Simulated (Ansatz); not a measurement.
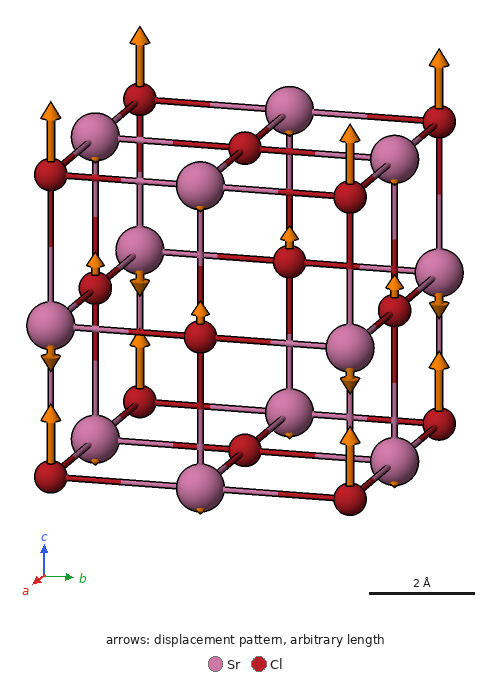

One vibrational mode of crystalline Sr₃Cl₄ (a generated structure) at the zone centre. The orange arrows give the relative displacements of the atoms. Style: ball-and-stick. Shown: the cell of the calculation, slightly off an axis.

These are results of Ansatz, DFT PBE, scalar-relativistic, plane waves, PAW, not measurements.

The input:
```yaml
crystal:
  lattice:
    - [5.9764201968, 0.0, 0.0]
    - [0.0, 5.9764201968, 0.0]
    - [0.0, 0.0, 5.9764201968]
  atoms:
    - { symbol: Sr, position: [0.5, 0.0, 0.0] }
    - { symbol: Sr, position: [0.0, 0.5, 0.0] }
    - { symbol: Sr, position: [0.0, 0.0, 0.5] }
    - { symbol: Cl, position: [0.0, 0.5, 0.5] }
    - { symbol: Cl, position: [0.5, 0.0, 0.5] }
    - { symbol: Cl, position: [0.5, 0.5, 0.0] }
    - { symbol: Cl, position: [0.0, 0.0, 0.0] }
basis:
  ecutwfc: 420
kpoints:
  mp_grid: { grid: [6, 6, 6] }
hamiltonian:
  xc: pbe
scf:
  occupations: { method: fermi_dirac, width: 0.15 }
output:
  eigenvalues: true
phonons:
  method: dfpt
  eigenvectors: true
```

Run as
```bash
ansatz run input.yaml --threads 1 --pin off --max-ram 2048MiB --backend cpu --events-out ev --progress --plain --runs-dir out
```

The frequencies depend somewhat on the k-mesh and the smearing.

> Give the symmetry, activity and frequency of this mode.

This is the T₁u mode (triply degenerate; one member of the set is drawn) at 192 cm⁻¹, the highest optical level, infrared-active by symmetry. All motion is along c; it stretches the shortest Cl–Sr bonds (2.99 Å); the kinetic energy is shared as Cl 68 %, Sr 32 %. The crystal is a metal, so free carriers screen the infrared response.
